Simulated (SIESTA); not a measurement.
System: FeS₂ (space group Pa-3).

Method: DFT in numerical atomic orbitals with pseudopotentials, collinear spins; energies at scaled volumes of the given cell, shape and fractions fixed, counted from the fit's minimum, third-order Birch-Murnaghan fit (SIESTA 5.4.2). All runs: collinear spin.

```tsv
setting	value
occupations	Fermi–Dirac
smearing width	0.05 eV
potentials	PseudoDojo 0.4 standard, converted to PSML, two zetas on semicore shells
```

Settings that differ: LDA: k mesh 4×4×4; PBE: k mesh 5×5×5.

Predict the pressure against volume, with one curve for each functional. The cases: LDA; PBE.

The fitted equilibrium volumes, smallest first, are LDA 12.499, PBE 13.345 Å³/atom. The fitted bulk moduli, smallest first, are PBE 156.5, LDA 194.1 GPa. For LDA, the pressure falls from 0.67 GPa at volume 12.46 Å³/atom to −17.25 GPa at 14.05 Å³/atom, and changes sign near 12.50 Å³/atom. For PBE, the pressure falls from 12.67 GPa at volume 12.46 Å³/atom to −4.66 GPa at 13.78 Å³/atom, and changes sign near 13.35 Å³/atom.

LDA:
| volume (Å³/atom) | pressure (GPa) |
| --- | --- |
| 12.46 | 0.67 |
| 12.72 | −3.32 |
| 12.99 | −6.80 |
| 13.25 | −9.88 |
| 13.52 | −12.68 |
| 13.78 | −15.04 |
| 14.05 | −17.25 |

PBE:
| volume (Å³/atom) | pressure (GPa) |
| --- | --- |
| 12.46 | 12.67 |
| 12.72 | 8.30 |
| 12.99 | 4.56 |
| 13.25 | 1.08 |
| 13.52 | −1.94 |
| 13.78 | −4.66 |

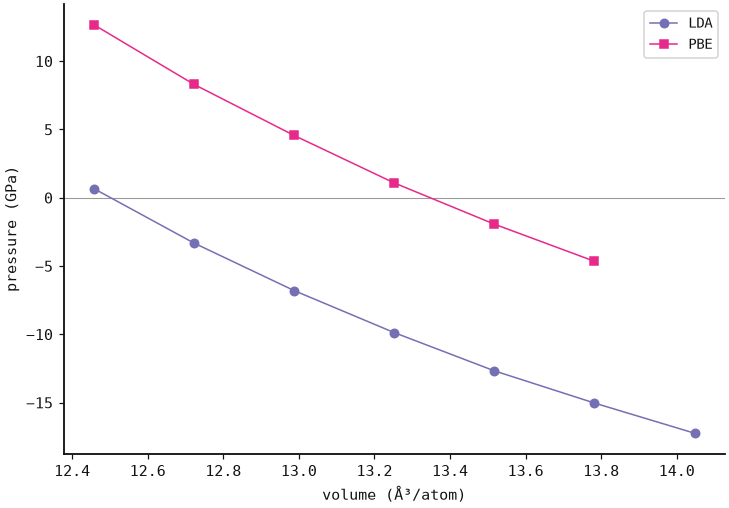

Keep in mind: the fit and the printed pressures don't fully agree, or the minimum lies near the end of the range (LDA); mulliken charges of long orbitals; short basis over semicore shells; shape and atomic fractions are frozen while scaling, which makes layered, chain and framework solids too stiff.
